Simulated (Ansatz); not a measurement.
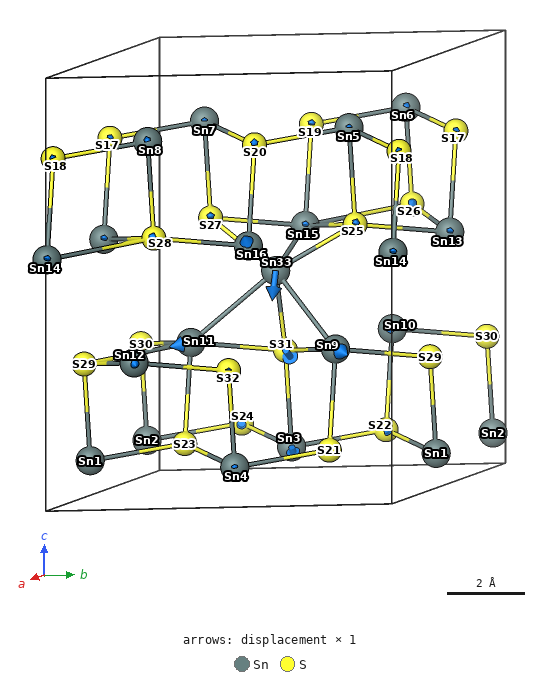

This is a relaxation of a defect cell of composition Sn₁₇S₁₆. The starting structure is drawn; blue arrows show the displacements, at their true length.

Style: ball-and-stick. Shown: the cell of the calculation (origin shifted), slightly off an axis.

Case: Sn interstitial, charge +0, atoms relaxed at the host's cell.

These are results of DFT PBE, scalar-relativistic, plane waves, PAW in Ansatz 0.2.0, not measurements. Settings: plane-wave cutoff 420 eV; k-point mesh 2 × 2 × 2; occupations gaussian; smearing width 0.01 eV; no spin polarisation; atoms relaxed in a fixed cell; force threshold 0.025 eV/Å; at most 45 steps.

Q: What happened in the run?

A: Over 14 accepted moves (17 points after the start) the energy falls by 5.270 eV per cell of the calculation. Largest force component: 7.7 eV/Å at the start, 0.012 eV/Å at the end. The line search rejected the trial steps at points 11, 14, 16 of the run. The largest move is that of Sn33, 0.83 Å along [1 0 −2]. By element the largest moves are Sn 0.83 Å, S 0.81 Å. The cell doesn't change. Among the contacts that change: Sn11–S31 2.684 → 3.826 Å, Sn15–Sn33 2.489 → 3.243 Å, S25–Sn33 2.431 → 3.132 Å, Sn16–Sn33 2.328 → 2.991 Å. New bonds form, among them: Sn10–S31 (3.39 → 2.74 Å), Sn12–S31 (3.39 → 2.74 Å). Bond angles that change, for instance: Sn16–Sn33–S31 132.4° → 176.3°, Sn3–S31–Sn33 171.1° → 137.8°, S21–Sn9–Sn33 133.7° → 104.1°. Cost: 6.6 min on 4 threads of Arm Neoverse V1, on a shared host, peak memory 3.5 GiB.
